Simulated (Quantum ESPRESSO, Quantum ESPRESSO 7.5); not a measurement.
# black phosphorene, 1 layer, stepped through strain along the second axis

Aim: how the results for black phosphorene, 1 layer change with strain along the second axis.

Calculated with Quantum ESPRESSO 7.5; plane-wave DFT, PBE, GBRV ultrasoft pseudopotentials.

**1. The structure**

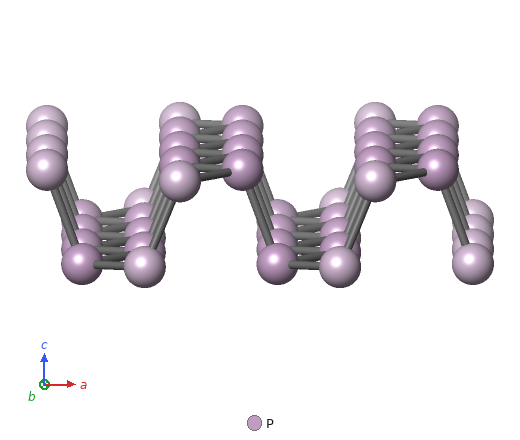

The starting structure, seen nearly edge on (phosphorus pink). 2×3×1 cells are drawn. Some periodic images of atoms are drawn too.

The cell holds 4 atoms: 4 P. Its edges and angles: a = 4.620 Å, b = 3.300 Å, c = 17.240 Å, α = 90.0°, β = 90.0°, γ = 90.0°. It derives from P. Vacuum lies along c.

Set-up: Cell and atoms are first relaxed; each strained cell is then held, the other axis too, and the atoms relax in it. A periodic run with 15 Å of vacuum in the starting cell gives the vacuum levels, and bands follow along a path.

Members -2, -1, 0, 1 and 2 took the same steps and show in the table alone.

**2. Variable-cell relaxation of the reference**

What the set-up leaves free in this member is relaxed.

Contents of ref.relax.in:

```
&control
  prefix = 'ref.relax'
  outdir = './out'
  pseudo_dir = './pseudo'
  nstep = 80
  forc_conv_thr = 0.0004
  calculation = 'vc-relax'
  etot_conv_thr = 1e-06
/
&system
  ibrav = 0
  nat = 4
  ntyp = 1
  ecutwfc = 50
  ecutrho = 250
  occupations = 'smearing'
  smearing = 'fd'
  degauss = 0.004
/
&electrons
  conv_thr = 1e-09
  mixing_beta = 0.4
  electron_maxstep = 120
  mixing_mode = 'plain'
/
&ions
/
&cell
  cell_dofree = '2Dxy'
  press_conv_thr = 0.3
/
ATOMIC_SPECIES
  P   30.9738  p_pbe_v1.5.uspp.F.UPF
CELL_PARAMETERS angstrom
  4.62000000000000 0.00000000000000 0.00000000000000
  0.00000000000000 3.30000000000000 0.00000000000000
  0.00000000000000 0.00000000000000 17.24000000000000
ATOMIC_POSITIONS crystal
  P   0.090000000000 0.000000000000 0.435034802784
  P   0.410000000000 0.500000000000 0.440835266821
  P   0.590000000000 0.500000000000 0.559164733179
  P   0.910000000000 0.000000000000 0.564965197216
K_POINTS automatic
  8 10 1 0 0 0
```

Started as:

```
$ OMP_NUM_THREADS=1 mpirun -n 4 pw.x -nk 4 -in ref.relax.in > ref.relax.out
```

Output:

```text
Program PWSCF v.7.5 starts
[citation notice left out]

     Parallel version (MPI & OpenMP), running on       4 processor cores
     Number of MPI processes:                 4
     Threads/MPI process:                     1

     MPI processes distributed on     1 nodes
[...]
Current dimensions of program PWSCF are:
     Max number of different atomic species (ntypx) = 10
     Max number of k-points (npk) =  40000
     Max angular momentum in pseudopotentials (lmaxx) =  4
     Message from routine setup:
     using ibrav=0 with symmetry is DISCOURAGED, use correct ibrav instead

     K-points division:     npool     =       4
     Subspace diagonalization in iterative solution of the eigenvalue problem:
     a serial algorithm will be used

     G-vector sticks info
     --------------------
     sticks:   dense  smooth     PW     G-vecs:    dense   smooth      PW
     Sum        1073     871    259               118279    84733   13669

     Using Slab Decomposition

     bravais-lattice index     =            0
     lattice parameter (alat)  =       8.7305  a.u.
     unit-cell volume          =    1773.7393 (a.u.)^3
     number of atoms/cell      =            4
     number of atomic types    =            1
     number of electrons       =        20.00
     number of Kohn-Sham states=           14
     kinetic-energy cutoff     =      50.0000  Ry
     charge density cutoff     =     250.0000  Ry
     scf convergence threshold =      1.0E-09
     mixing beta               =       0.4000
     number of iterations used =            8  plain     mixing
     energy convergence thresh.=      1.0E-06
     force convergence thresh. =      4.0E-04
     press convergence thresh. =      3.0E-01
     Exchange-correlation=  SLA  PW   PBX  PBC
                           (   1   4   3   4   0   0   0)
     nstep                     =           80

     celldm(1)=   8.730535  celldm(2)=   0.000000  celldm(3)=   0.000000
     celldm(4)=   0.000000  celldm(5)=   0.000000  celldm(6)=   0.000000

     crystal axes: (cart. coord. in units of alat)
               a(1) = (   1.000000   0.000000   0.000000 )
               a(2) = (   0.000000   0.714286   0.000000 )
               a(3) = (   0.000000   0.000000   3.731602 )

     reciprocal axes: (cart. coord. in units 2 pi/alat)
               b(1) = (  1.000000  0.000000  0.000000 )
               b(2) = (  0.000000  1.400000  0.000000 )
               b(3) = (  0.000000  0.000000  0.267981 )

     PseudoPot. # 1 for P  read from file:
     ./pseudo/p_pbe_v1.5.uspp.F.UPF
     Pseudo is Ultrasoft + core correction, Zval =  5.0
     Generated by new atomic code, or converted to UPF format
     Using radial grid of  903 points,  6 beta functions with:
                l(1) =   0
                l(2) =   0
                l(3) =   1
                l(4) =   1
                l(5) =   2
                l(6) =   2
     Q(r) pseudized with  8 coefficients,  rinner =    1.300   1.300   1.300
                                                       1.300   1.300

     atomic species   valence    mass     pseudopotential
     P                 5.00    30.97380     P ( 1.00)

      4 Sym. Ops., with inversion, found

   Cartesian axes

     site n.     atom                  positions (alat units)
         1        P      tau(   1) = (   0.0900000   0.0000000   1.6233766  )
         2        P      tau(   2) = (   0.4100000   0.3571429   1.6450216  )
         3        P      tau(   3) = (   0.5900000   0.3571429   2.0865801  )
         4        P      tau(   4) = (   0.9100000   0.0000000   2.1082251  )

     number of k points=    30  Fermi-Dirac smearing, width (Ry)=  0.0040
                       cart. coord. in units 2pi/alat
        k(    1) = (   0.0000000   0.0000000   0.0000000), wk =   0.0250000
        k(    2) = (   0.0000000   0.1400000   0.0000000), wk =   0.0500000
        k(    3) = (   0.0000000   0.2800000   0.0000000), wk =   0.0500000
        k(    4) = (   0.0000000   0.4200000   0.0000000), wk =   0.0500000
        k(    5) = (   0.0000000   0.5600000   0.0000000), wk =   0.0500000
        k(    6) = (   0.0000000  -0.7000000   0.0000000), wk =   0.0250000
        k(    7) = (   0.1250000   0.0000000   0.0000000), wk =   0.0500000
        k(    8) = (   0.1250000   0.1400000   0.0000000), wk =   0.1000000
        k(    9) = (   0.1250000   0.2800000   0.0000000), wk =   0.1000000
        k(   10) = (   0.1250000   0.4200000   0.0000000), wk =   0.1000000
[...]
k(   30) = (  -0.5000000  -0.7000000   0.0000000), wk =   0.0250000

     Dense  grid:   118279 G-vectors     FFT dimensions: (  45,  32, 180)

     Smooth grid:    84733 G-vectors     FFT dimensions: (  40,  30, 150)

     Estimated max dynamical RAM per process >     192.62 MB

     Estimated total dynamical RAM >     683.86 MB

     Initial potential from superposition of free atoms

     starting charge      19.9994, renormalised to      20.0000

     negative rho (up, down):  7.170E-05 0.000E+00
     Starting wfcs are   16 randomized atomic wfcs

     total cpu time spent up to now is        3.2 secs

     per-process dynamical memory:    89.4 Mb

     Self-consistent Calculation

     iteration #  1     ecut=    50.00 Ry     beta= 0.40
     Davidson diagonalization with overlap
     ethr =  1.00E-02,  avg # of iterations =  3.0

     Threshold (ethr) on eigenvalues was too large:
     Diagonalizing with lowered threshold

     Davidson diagonalization with overlap
     ethr =  3.09E-04,  avg # of iterations =  2.5

     negative rho (up, down):  8.090E-06 0.000E+00

     total cpu time spent up to now is        7.7 secs

     total energy              =     -62.05848340 Ry
     estimated scf accuracy    <       0.06380762 Ry

     iteration #  2     ecut=    50.00 Ry     beta= 0.40
[...]
negative rho (up, down):  5.684E-05 0.000E+00

[...]
total energy              =     -62.05643038 Ry
     estimated scf accuracy    <       0.01867981 Ry

     iteration #  3     ecut=    50.00 Ry     beta= 0.40
[...]
negative rho (up, down):  7.821E-05 0.000E+00

[...]
total energy              =     -62.05760592 Ry
     estimated scf accuracy    <       0.00058180 Ry

     iteration #  4     ecut=    50.00 Ry     beta= 0.40
[...]
negative rho (up, down):  9.139E-05 0.000E+00

[...]
total energy              =     -62.05784219 Ry
     estimated scf accuracy    <       0.00016577 Ry

[...]
!    total energy              =     -62.06479901 Ry
     estimated scf accuracy    <          2.0E-10 Ry
     smearing contrib. (-TS)   =      -0.00000194 Ry
     internal energy E=F+TS    =     -62.06479708 Ry

     The total energy is F=E-TS. E is the sum of the following terms:
     one-electron contribution =    -278.42857950 Ry
     hartree contribution      =     142.76969517 Ry
     xc contribution           =     -23.55974264 Ry
     ewald contribution        =      97.15382990 Ry

     convergence has been achieved in   8 iterations

     negative rho (up, down):  1.171E-04 0.000E+00

     Forces acting on atoms (cartesian axes, Ry/au):

     atom    1 type  1   force =    -0.00169064    0.00000000    0.01445499
     atom    2 type  1   force =     0.00175504    0.00000000   -0.00455129
     atom    3 type  1   force =    -0.00175504    0.00000000    0.00455129
     atom    4 type  1   force =     0.00169064    0.00000000   -0.01445499

     Total force =     0.021707     Total SCF correction =     0.000013

     Computing stress (Cartesian axis) and pressure

     negative rho (up, down):  1.171E-04 0.000E+00
          total   stress  (Ry/bohr**3)                   (kbar)     P=       -1.07
  -0.00000013   0.00000000  -0.00000006           -0.02        0.00       -0.01
   0.00000000   0.00000139   0.00000000            0.00        0.21        0.00
  -0.00000006   0.00000000  -0.00002298           -0.01        0.00       -3.38

     Energy error            =      2.5E-03 Ry
     Gradient error          =      1.4E-02 Ry/Bohr
     Cell gradient error     =      2.1E-01 kbar

     number of scf cycles    =   3
     number of bfgs steps    =   2

     enthalpy           old  =     -62.0622965255 Ry
     enthalpy           new  =     -62.0647990136 Ry

     CASE: enthalpy          _new < enthalpy          _old

     new trust radius        =       0.0392669224 bohr
     new conv_thr            =       0.0000000004 Ry

     new unit-cell volume =   1774.69446 a.u.^3 (   262.98259 Ang^3 )
     density =      0.78231 g/cm^3

CELL_PARAMETERS (angstrom)
   4.621560422   0.000000000   0.000000000
   0.000000000   3.300662325   0.000000000
   0.000000000   0.000000000  17.240000000

ATOMIC_POSITIONS (crystal)
P                0.0888199836        0.0000000000        0.4387869182
P                0.4120119660        0.5000000000        0.4385470194
P                0.5879880340        0.5000000000        0.5614529806
P                0.9111800164        0.0000000000        0.5612130818

[...]
NEW-OLD atomic charge density approx. for the potential
     New effective cutoffs (rho, wfc):  249.95   49.99

     negative rho (up, down):  1.276E-04 0.000E+00

     total cpu time spent up to now is       95.0 secs

     per-process dynamical memory:    95.6 Mb

[...]
!    total energy              =     -62.06540815 Ry
[...]
Total force =     0.005354     Total SCF correction =     0.000008
[...]
number of bfgs steps    =   3
[...]
new trust radius        =       0.0041910543 bohr
[...]
!    total energy              =     -62.06543208 Ry
[...]
Total force =     0.003462     Total SCF correction =     0.000004
[...]
number of bfgs steps    =   4
[...]
new trust radius        =       0.0059314223 bohr
[...]
!    total energy              =     -62.06545089 Ry
[...]
Total force =     0.001289     Total SCF correction =     0.000007
[...]
number of bfgs steps    =   5
[...]
new trust radius        =       0.0020095492 bohr
[...]
!    total energy              =     -62.06545379 Ry
[...]
Total force =     0.000499     Total SCF correction =     0.000003
[...]
number of bfgs steps    =   6
[...]
new trust radius        =       0.0008188730 bohr
[...]
!    total energy              =     -62.06545446 Ry
[...]
Total force =     0.000367     Total SCF correction =     0.000003
[...]
Self-consistent Calculation

     iteration #  1     ecut=    50.00 Ry     beta= 0.40
     Davidson diagonalization with overlap
     ethr =  1.00E-06,  avg # of iterations = 17.5

     negative rho (up, down):  1.073E-05 0.000E+00

     total cpu time spent up to now is      219.8 secs

     total energy              =     -62.06720170 Ry
     estimated scf accuracy    <       0.06441736 Ry

[...]
iteration # 11     ecut=    50.00 Ry     beta= 0.40
[...]
negative rho (up, down):  1.158E-04 0.000E+00

[...]
End of self-consistent calculation

          k = 0.0000 0.0000 0.0000 ( 10525 PWs)   bands (ev):

   -16.4898 -14.0298 -10.7077  -7.1939  -6.2464  -6.0247  -4.8568  -3.2801
    -3.1971  -1.5485  -0.6469   0.0966   1.1205   1.7603

          k = 0.0000 0.1399 0.0000 ( 10530 PWs)   bands (ev):

   -16.3711 -13.9057 -10.7559  -7.1043  -6.3539  -5.9202  -5.5046  -3.9289
    -3.1519  -1.5719  -0.5360   1.0681   1.1347   2.0148

          k = 0.0000 0.2799 0.0000 ( 10598 PWs)   bands (ev):

   -16.0173 -13.5345 -11.0023  -7.0165  -6.8522  -6.5021  -5.6156  -4.6033
    -3.0956  -1.7679  -0.2129   0.0980   2.4640   2.5637

          k = 0.0000 0.4198 0.0000 ( 10610 PWs)   bands (ev):

   -15.4366 -12.9198 -11.6444  -8.3207  -6.9792  -6.5083  -5.1464  -4.5542
    -3.2740  -2.2262  -0.4283   0.2445   1.1561   1.4176

          k = 0.0000 0.5598 0.0000 ( 10634 PWs)   bands (ev):

   -14.6465 -12.6247 -12.0686  -9.7222  -6.8531  -6.2816  -4.6097  -4.2824
    -3.6079  -2.8871  -0.1521   0.0681   0.0840   1.3315

          k = 0.0000-0.6997 0.0000 ( 10630 PWs)   bands (ev):

   -13.6849 -13.6811 -10.9943 -10.9936  -6.4644  -6.4635  -4.2419  -4.2366
    -3.4797  -3.4795  -0.3176  -0.3100   0.6182   0.6223

[...]
the Fermi energy is    -1.0822 ev

!    total energy              =     -62.06545455 Ry
     estimated scf accuracy    <          7.4E-13 Ry
     smearing contrib. (-TS)   =      -0.00000086 Ry
     internal energy E=F+TS    =     -62.06545369 Ry

     The total energy is F=E-TS. E is the sum of the following terms:
     one-electron contribution =    -279.57125303 Ry
     hartree contribution      =     143.33110123 Ry
     xc contribution           =     -23.57299255 Ry
     ewald contribution        =      97.74769066 Ry

     convergence has been achieved in  11 iterations

     negative rho (up, down):  1.158E-04 0.000E+00

     Forces acting on atoms (cartesian axes, Ry/au):

     atom    1 type  1   force =    -0.00013270    0.00000000   -0.00006702
     atom    2 type  1   force =    -0.00018267    0.00000000   -0.00010847
     atom    3 type  1   force =     0.00018267    0.00000000    0.00010847
     atom    4 type  1   force =     0.00013270    0.00000000    0.00006702

     Total force =     0.000367     Total SCF correction =     0.000000

     Computing stress (Cartesian axis) and pressure

     negative rho (up, down):  1.158E-04 0.000E+00
          total   stress  (Ry/bohr**3)                   (kbar)     P=        0.17
   0.00000145   0.00000000   0.00000072            0.21        0.00        0.11
   0.00000000   0.00000175   0.00000000            0.00        0.26        0.00
   0.00000072   0.00000000   0.00000035            0.11        0.00        0.05

[...]
=------------------------------------------------------------------------------=
   JOB DONE.
=------------------------------------------------------------------------------=
```

It took 4.1 min on 4 MPI ranks of Intel Xeon at 2.70GHz, shared host; peak memory 0.88 GiB; 16 min of CPU time.

The steps of the relaxation:

```csv
step,energy less that of the first step (eV),largest force (eV/Å),volume (Å³)
1,0.0000,1.0217,262.84
2,-0.0591,0.7353,262.88
3,-0.0932,0.3742,262.95
4,-0.1015,0.0966,262.98
5,-0.1018,0.0570,262.96
6,-0.1021,0.0215,262.94
7,-0.1021,0.0073,262.96
8,-0.1021,0.0055,262.99
9,-0.1021,0.0055,262.99
```

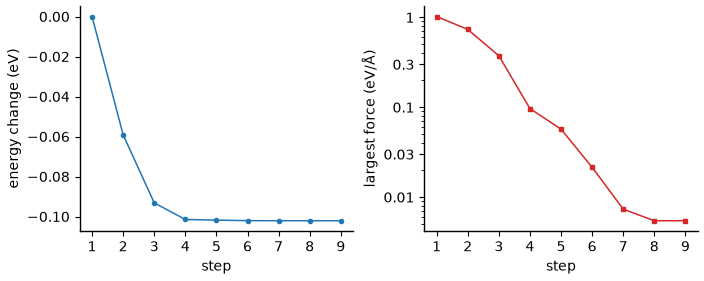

Energy and largest force along the relaxation.

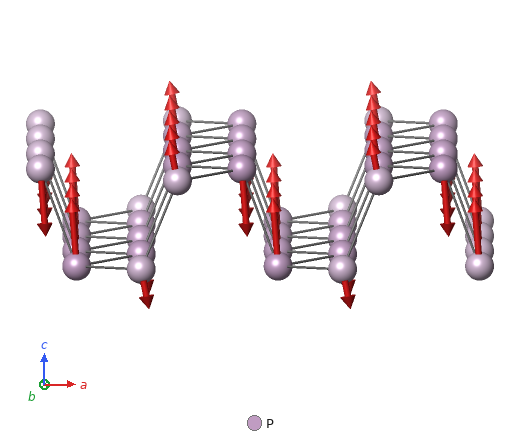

Displacements in the relaxation, exaggerated, measured against the changing cell; the longest in the cell stands for 0.07 Å. 2×3×1 cells are drawn. Some periodic images of atoms are drawn too.

```csv
cell as run,before,after,change
a (Å),4.620,4.621,+0.0 %
b (Å),3.300,3.301,+0.0 %
```

The atoms that moved most (Å, along periodic axes as changes of fractional coordinates times the final cell, across vacuum about the mean position):

```csv
atom,dx,dy,dz,length
P4,0.005,0.000,-0.066,0.066
P1,-0.005,0.000,0.066,0.066
P3,-0.007,0.000,0.034,0.034
P2,0.007,0.000,-0.034,0.034
```

Final coordinates:

```cif
data_structure
_symmetry_space_group_name_H-M 'P 1'
_symmetry_Int_Tables_number 1
_cell_length_a 4.6206
_cell_length_b 3.3014
_cell_length_c 17.2400
_cell_angle_alpha 90.000
_cell_angle_beta 90.000
_cell_angle_gamma 90.000
_cell_volume 262.99
loop_
_atom_site_label
_atom_site_type_symbol
_atom_site_fract_x
_atom_site_fract_y
_atom_site_fract_z
_atom_site_occupancy
P1 P 0.08888 0.00000 0.43888 1
P2 P 0.41144 0.50000 0.43888 1
P3 P 0.58856 0.50000 0.56112 1
P4 P 0.91112 0.00000 0.56112 1
```

 The last row is no step: it is a fresh SCF in the final cell with a new plane-wave basis, -0 meV from the row before.

Read from the output:

* free energy: -844.4435 eV
* Fermi energy: -1.082 eV

[end of part 1 of 6]

[Logs are printed without paths, hosts, clocks, repeated set-up lines and the standing remarks that a program may print on its own settings, such as how far it seeks lower states.]

[Hosts, paths, dates, database ids (printed as entryN), source tags and the programs' standing remarks are cut or masked in the printed files.]

[Maps of the electrostatic potential energy from Ansatz leave out the sawtooth potential of an applied field or a dipole correction, so their vacuum need not be flat; planar profiles and work functions include it.]
